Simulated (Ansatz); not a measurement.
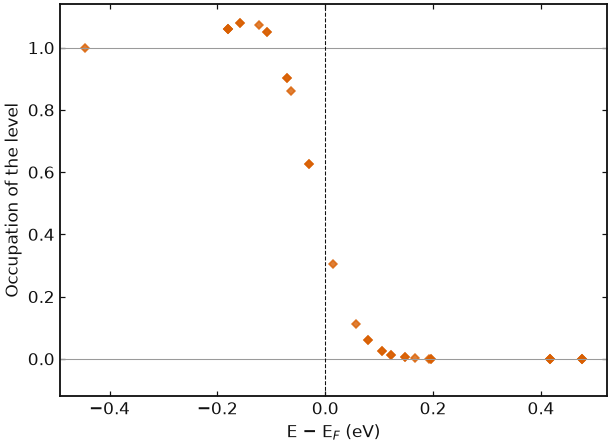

Occupations of the one-electron levels of the k mesh against their energy, from a run on TaN, space group Fm-3m (No. 225), 8 atoms in the cell, with Ansatz.

Q: Name the smearing function and its width.

A: cold (Marzari-Vanderbilt) smearing with a width of 0.1 eV. The occupations overshoot 1 below the Fermi level (up to 1.08) but never turn negative, and they are not symmetric about it.
